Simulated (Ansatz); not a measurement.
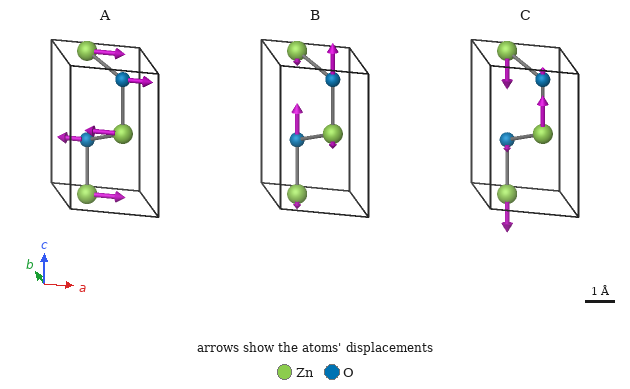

Modes of crystalline ZnO, space group P6₃mc (No. 186), at the zone centre (one member of each degenerate set). Displacements are drawn as purple arrows; their common scale and sign are arbitrary. The picture is a ball-and-stick view of the cell of the calculation, seen from a free direction.

Theory: DFT PBE, scalar-relativistic, plane waves, PAW (Ansatz 0.2.0).

Frequencies are those without the non-analytic (LO–TO) term.

Question: Which are infrared-active and which Raman-active?

Answer: A is E₂, Raman-active by symmetry (91 cm⁻¹). B is A₁, infrared- and Raman-active by symmetry (343 cm⁻¹). C is B₁, silent by symmetry (neither infrared- nor Raman-active) (245 cm⁻¹).
